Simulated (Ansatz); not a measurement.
Geometry optimisation.

Program: Ansatz.

```
crystal:
  lattice:
    - [0.0, 2.1441339308, 2.1441339308]
    - [2.1441339308, 0.0, 2.1441339308]
    - [2.1441339308, 2.1441339308, 0.0]
  atoms:
    - { symbol: Mn, position: [0.0, 0.0, 0.0], spin: 4.33 }
basis:
  ecutwfc: 420
kpoints:
  mp_grid: { grid: [8, 8, 8] }
hamiltonian:
  xc: pbe
scf:
  occupations: { method: gaussian, width: 0.1 }
output:
  forces: true
  stress: true
  eigenvalues: true
  populations: true
magnetization:
  spin_polarized: true
relax:
  adjacent_minimum: "off"
  f_tol: 0.05
  max_steps: 60
  cell: { stress_tol: 0.5 }
```

Command:
```bash
ansatz run input.yaml --threads 1 --pin off --max-ram 1331MiB --backend cpu --events-out ev --progress --plain --runs-dir out
```

**How does the optimisation go?**

The optimisation met its thresholds at geometry 7, counting the start as the first. The energy fell by about 880 meV/atom from the first step to the last. All forces vanish by symmetry, so only the cell moves. The volume shrinks from 19.7 to 10.7 Å³ per atom (−46 %).

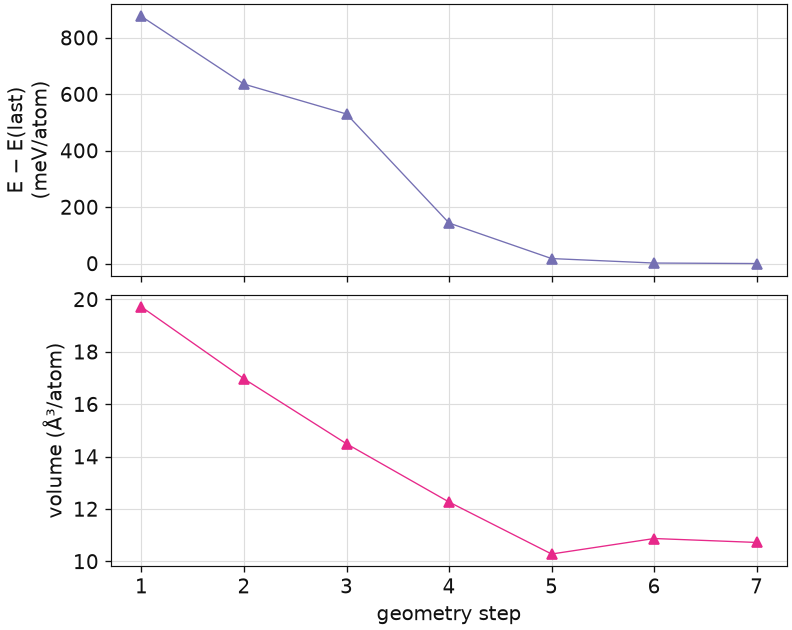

History of the run, step by step. Atoms and cell relax. A closing SCF on a freshly chosen basis isn't drawn.
